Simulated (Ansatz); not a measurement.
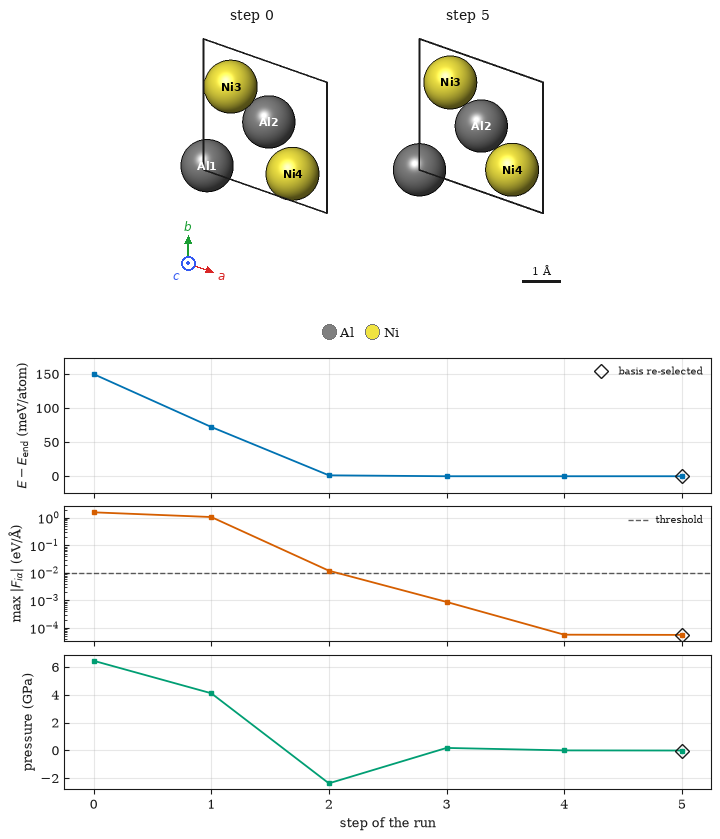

First and last geometry of a relaxation of a crystal of AlNi (set up in P1), with the history of the run. The picture is a spheres-only view of the cell of the calculation, seen along the c axis.

Case: all Ni atoms moved 0.3 Å in one direction; relaxed back.

Method: Ansatz 0.2.0, DFT PBEsol, scalar-relativistic, plane waves, PAW. Set-up: plane-wave cutoff 420 eV; k-point mesh 12 × 12 × 12; occupations gaussian; smearing width 0.15 eV; no spin polarisation; cell and atoms relaxed; force threshold 0.01 eV/Å; at most 80 steps.

### What do the curves and the structures tell?

It converged. The largest moves relative to the cell, 0.15 Å, are those of Al1, Al2, Ni3 and Ni4. Ni4 goes along [2 3 2]. By element the largest moves are Ni 0.15 Å, Al 0.15 Å. The drawn cell changes at constant volume: a = b 4.043 → 4.048 Å (+0.1 %), c 4.050 → 4.048 Å (−0.1 %). Some distances before and after: Al1–Ni4 2.755 → 2.479 Å, Al1–Ni3 2.209 → 2.479 Å, Al1–Ni3 (another image) 2.682 → 2.479 Å, Al1–Ni4 (another image) 2.297 → 2.479 Å. The space group (tolerance 0.01 Å) goes from P1 (No. 1) to Pm-3m (No. 221). After 4 accepted moves (5 points after the start) the energy has fallen by 150 meV per atom. The largest force component goes from 1.6 to under 0.0001 eV/Å. Pressure: 6.46 GPa at the start and −0.01 GPa at the end. At 1 point the geometry stayed and the basis and grid were re-selected for the new cell (energy shift of less than 0.05 meV per atom at most each time). The run took 5.1 min on 1 thread of Intel(R) Xeon(R) 6975P-C (Granite Rapids) (shared host), peak memory 1.2 GiB.

```tsv
step	E − E(0), meV/atom	largest force component, eV/Å	pressure, GPa	volume, Å³/atom	note
0	0.00	1.5814	6.46	11.724	
1	-77.61	1.0676	4.12	11.659	
2	-148.64	0.0120	-2.37	11.894	
3	-149.97	0.0009	0.18	11.716	
4	-149.97	0.0001	0.00	11.728	
5	-149.97	0.0001	-0.01	11.728	same geometry, new basis
```
